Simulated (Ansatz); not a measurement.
```
Mo S
1.0
     3.19309    0.00000    0.00000
    -1.59655    2.76530    0.00000
     0.00000    0.00000   18.23082
Mo S
3 6
Direct
  0.00000 0.00000 0.00000
  0.66667 0.33333 0.33333
  0.33333 0.66667 0.66667
  0.66667 0.33333 0.08591
  0.33333 0.66667 0.41924
  0.00000 0.00000 0.75258
  0.00000 0.00000 0.24742
  0.66667 0.33333 0.58076
  0.33333 0.66667 0.91409
```

Space group R-3m; started from the measured structure prototype, which need not be the ambient phase; computed pressure about −3 GPa in this cell; computed without spin polarisation.

All numbers below come from DFT, PBEsol, plane waves, PAW in Ansatz.

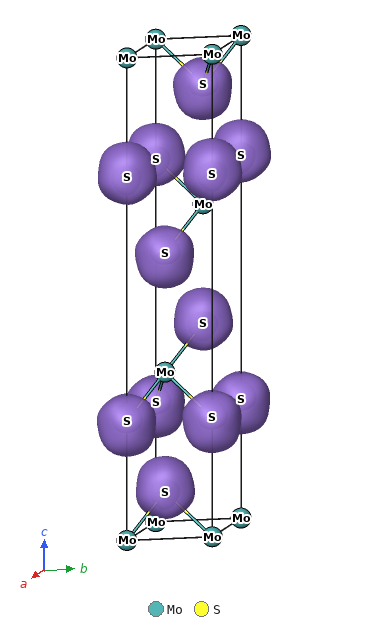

MoS2. Isosurface of the ELF at 0.7 (purple), seen slightly off an axis. Core shells and regions of very low density are left out. Sticks mark near contacts.

Core electrons are frozen (PAW), and the valence fields are smoothed inside the atomic spheres.

Q: Describe the localisation domains.

A: The surface consists of six regions wrapped around S (the valence shell of each), counted in one cell of 9 atoms. Any copies at cell faces, edges or corners count once.

Values along the shortest contacts:
Mo–S (2.42 Å): the ELF peaks at about 0.85 in the valence shell of S, 0.8 Å from its nucleus, and is about 0.40 at the midpoint.
